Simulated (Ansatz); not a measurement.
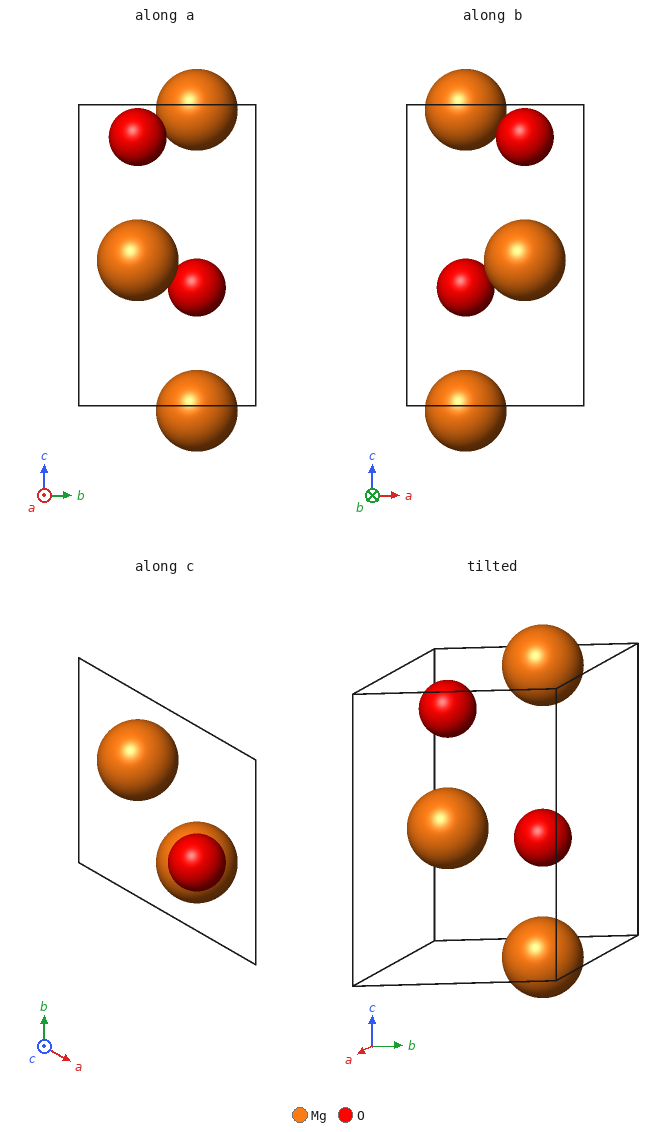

The image is a spheres-only drawing of a crystal, viewed along the a axis, along the b axis, along the c axis and slightly off an axis. The conventional unit cell is outlined; an atom on or near a face, edge or corner is repeated at each equivalent position.

Lattice parameters: a = 3.2882 Å, b = 3.2882 Å, c = 4.8330 Å, α = 90.000°, β = 90.000°, γ = 120.000°.

Q: Set out the cell and atoms as a CIF in P1 with every atom of the cell, with free fractional coordinates to two decimals.

A:
```cif
data_structure
_symmetry_space_group_name_H-M 'P 1'
_symmetry_Int_Tables_number 1
_cell_length_a 3.2882
_cell_length_b 3.2882
_cell_length_c 4.8330
_cell_angle_alpha 90.000
_cell_angle_beta 90.000
_cell_angle_gamma 120.000
_cell_volume 45.26
loop_
_atom_site_label
_atom_site_type_symbol
_atom_site_fract_x
_atom_site_fract_y
_atom_site_fract_z
_atom_site_occupancy
Mg1 Mg 0.3333 0.6667 0.98 1
Mg2 Mg 0.6667 0.3333 0.48 1
O1 O 0.3333 0.6667 0.39 1
O2 O 0.6667 0.3333 0.89 1
```

The structure comes from a structure type filled with these elements by a generator (whether the compound takes this form wasn't checked). The cell was then strained or its atoms displaced on purpose. It went into a calculation with Ansatz.

At this level of theory the run's own cell isn't at rest (compressed, at 4 GPa), so its distances can differ from those at equilibrium, the more so the softer the solid.
